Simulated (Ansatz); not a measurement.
```yaml
crystal:
  lattice:
    - [5.94632, 0.00000, 0.00000]
    - [0.00000, 6.57474, 0.00000]
    - [0.00000, 0.00000, 6.57480]
  atoms:
    - { symbol: Ti, position: [0.25000, 0.75000, 0.25000] }
    - { symbol: Ti, position: [0.75000, 0.25000, 0.75000] }
    - { symbol: Ti, position: [0.25000, 0.25000, 0.75000] }
    - { symbol: Ti, position: [0.75000, 0.75000, 0.25000] }
    - { symbol: Ti, position: [0.00000, 0.25000, 0.24524] }
    - { symbol: Ti, position: [0.50000, 0.75000, 0.74524] }
    - { symbol: Ti, position: [0.50000, 0.25000, 0.25476] }
    - { symbol: Ti, position: [0.00000, 0.75000, 0.75476] }
    - { symbol: O, position: [0.25015, 0.25000, 0.44508] }
    - { symbol: O, position: [0.75015, 0.75000, 0.94508] }
    - { symbol: O, position: [0.74985, 0.25000, 0.44508] }
    - { symbol: O, position: [0.24985, 0.75000, 0.94508] }
    - { symbol: O, position: [0.00000, 0.05490, 0.74962] }
    - { symbol: O, position: [0.50000, 0.55490, 0.24962] }
    - { symbol: O, position: [0.00000, 0.44510, 0.74962] }
    - { symbol: O, position: [0.50000, 0.94510, 0.24962] }
    - { symbol: O, position: [0.00000, 0.55490, 0.25038] }
    - { symbol: O, position: [0.50000, 0.05490, 0.75038] }
    - { symbol: O, position: [0.75015, 0.25000, 0.05492] }
    - { symbol: O, position: [0.25015, 0.75000, 0.55492] }
    - { symbol: O, position: [0.00000, 0.94510, 0.25038] }
    - { symbol: O, position: [0.50000, 0.44510, 0.75038] }
    - { symbol: O, position: [0.24985, 0.25000, 0.05492] }
    - { symbol: O, position: [0.74985, 0.75000, 0.55492] }
```

Space group Imma; a structure from a database of computed crystals, not necessarily the ambient phase.

All numbers below come from Kohn-Sham DFT of a periodic cell, PBE, Ansatz PAW in Ansatz.

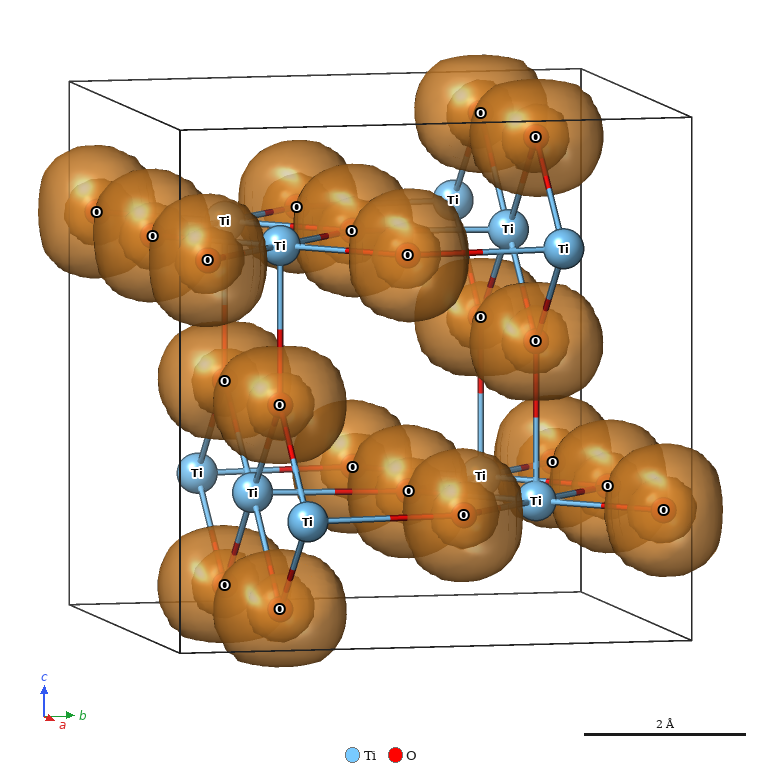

TiO$_{2}$. Isosurface of the ELF at 0.75 (orange), seen slightly off an axis. Only the valence region is drawn (cores and ρ < 0.01 e/Å³ removed). Sticks mark near contacts.

Question: What do the ELF domains correspond to?

Answer: The ELF exceeds this value in 16 regions wrapped around O (the valence shell of each), counted in one cell of 24 atoms. Any copies at cell faces, edges or corners count once. Along the contacts the grid gives the following. Ti–O (1.94 Å): the ELF peaks at about 0.80 in the valence shell of O, 0.6 Å from its nucleus, and is about 0.20 at the midpoint; no shared electron pair shows on this line. Ti–O (1.98 Å): the ELF peaks at about 0.80 in the valence shell of O, 0.6 Å from its nucleus, and is about 0.20 at the midpoint (no shared electron pair shows on this line).

Question: Does the calculation make it a metal, or give it a gap?

Answer: It is gapped, with a Kohn–Sham gap of 1.8 eV on the k-point mesh, an upper bound to the gap of this method.
